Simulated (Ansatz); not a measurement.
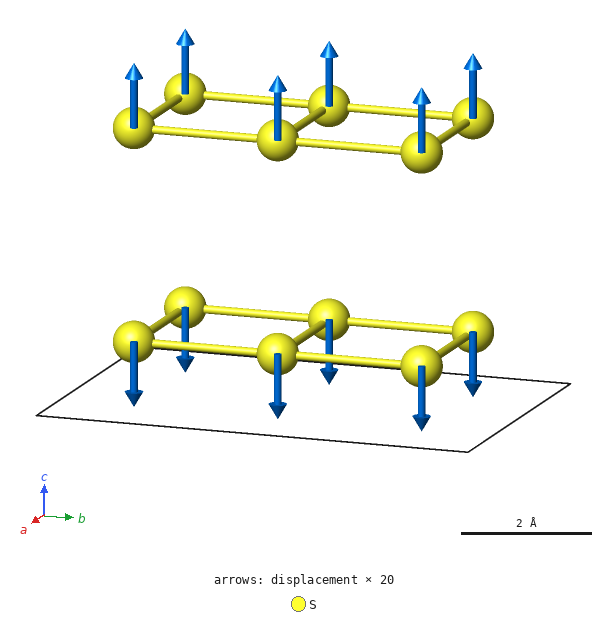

This is a relaxation of a free-standing layer of S (a generated structure, set up in P4/mmm). The starting structure is drawn; blue arrows show the displacements (the part carried along by the change of the cell is left out), 20 times their true length.

The picture is a ball-and-stick view of the 2 × 3 repeat of the cell, outlined in the plane, without the vacuum, seen slightly off an axis.

The calculation used Ansatz, DFT PBE+D3(BJ), scalar-relativistic, plane waves, PAW. Set-up: plane-wave cutoff 420 eV; k-point mesh 24 × 24 × 1; occupations gaussian; smearing width 0.1 eV; no spin polarisation; cell and atoms relaxed; force threshold 0.01 eV/Å; at most 80 steps.

### Describe the change and its energy.

After 4 accepted moves (6 points after the start) the energy has fallen by 1.5 meV per atom. The largest force component goes from 0.037 to 0.00054 eV/Å. The line search rejected the trial step at point 1 of the run. At 1 point the geometry stayed and the basis and grid were re-selected for the new cell (energy shift of less than 0.05 meV per atom at most each time). The largest moves relative to the cell and the layer's centre, 0.052 Å, are those of S atoms. In the plane the drawn cell goes a 4.726 → 4.705 Å (−0.4 %), b 7.089 → 7.058 Å (−0.4 %). Near-neighbour distances that change, for instance: S–S 2.363 → 2.353 Å. The run took 2.7 min on 1 thread of Intel(R) Xeon(R) Processor @ 2.50GHz (Skylake/Cascade Lake) (shared host), peak memory 0.51 GiB.
